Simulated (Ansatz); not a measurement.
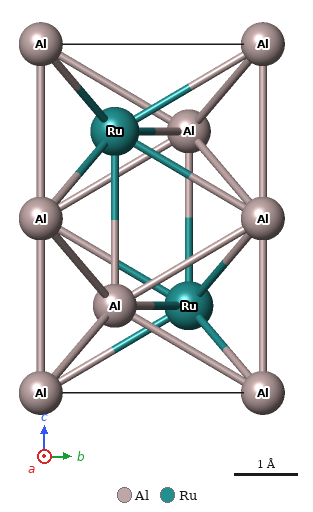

Crystalline Al2Ru (built on the Cs2Pt-194 type type), before the relaxation. A ball-and-stick model of the cell of the calculation, seen along the a axis.

The calculation used Ansatz 0.2.0, DFT, PBEsol, plane waves, PAW.

Input file:
```yaml
crystal:
  lattice:
    - [4.12122666, 0.0, 0.0]
    - [-2.06061333, 3.56908698, 0.0]
    - [0.0, 0.0, 5.60456485]
  atoms:
    - { symbol: Al, position: [0.66666667, 0.33333333, 0.25] }
    - { symbol: Al, position: [0.33333333, 0.66666667, 0.75] }
    - { symbol: Al, position: [0.0, 0.0, 0.0] }
    - { symbol: Al, position: [0.0, 0.0, 0.5] }
    - { symbol: Ru, position: [0.66666667, 0.33333333, 0.75] }
    - { symbol: Ru, position: [0.33333333, 0.66666667, 0.25] }
kpoints:
  mp_grid: { grid: [6, 6, 4] }
hamiltonian:
  xc: pbesol
scf:
  occupations: { method: fermi_dirac, width: 0.03 }
relax:
  f_tol: 0.01
  cell: {}
  max_steps: 120
```

Launched with:
```bash
ansatz run input.yaml --threads 2 --pin off --max-ram 20275MiB --backend cpu --events-out ev --progress --plain --runs-dir out
```

**Where does the relaxation end?**

No atom moves by more than 0.005 Å relative to the cell. The drawn cell changes as follows: a = b 4.121 → 4.295 Å (+4.2 %), c 5.605 → 5.259 Å (−6.2 %); the volume changes by +1.9 %. Near-neighbour distances that change, for instance: Al1–Ru5 2.802 → 2.629 Å, Al3–Al4 2.802 → 2.629 Å, Al1–Ru6 2.379 → 2.480 Å, Al1–Al3 2.761 → 2.807 Å. The space group stays P6_3/mmc (No. 194). The energy falls by 65.4 meV per atom in 5 accepted moves (7 points after the start). All forces vanish by symmetry, so only the cell relaxes. Pressure: 7.16 GPa at the start and 0.00 GPa at the end. The SCF was repeated twice at an unchanged geometry on a basis and grid sized afresh for the cell, which shifted the energy by 0.4 meV per atom at most. Cost: 6.4 s on 2 threads of AMD EPYC 7R13 Processor (Zen 3), with other jobs on the host, peak memory 0.59 GiB.

Final geometry:

```
CELL_PARAMETERS angstrom
4.29495 0.00000 0.00000
-2.14748 3.71954 0.00000
0.00000 0.00000 5.25887
ATOMIC_POSITIONS crystal
Al 0.66667 0.33333 0.25000
Al 0.33333 0.66667 0.75000
Al 0.00000 0.00000 0.00000
Al 0.00000 0.00000 0.50000
Ru 0.66667 0.33333 0.75000
Ru 0.33333 0.66667 0.25000
```

The end point in the same view:

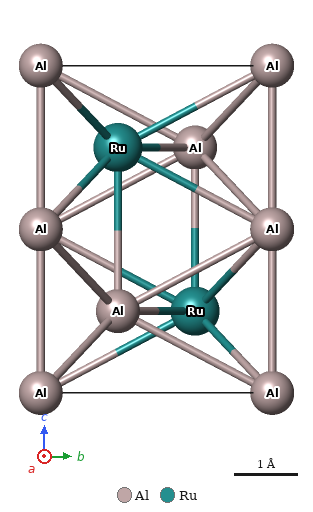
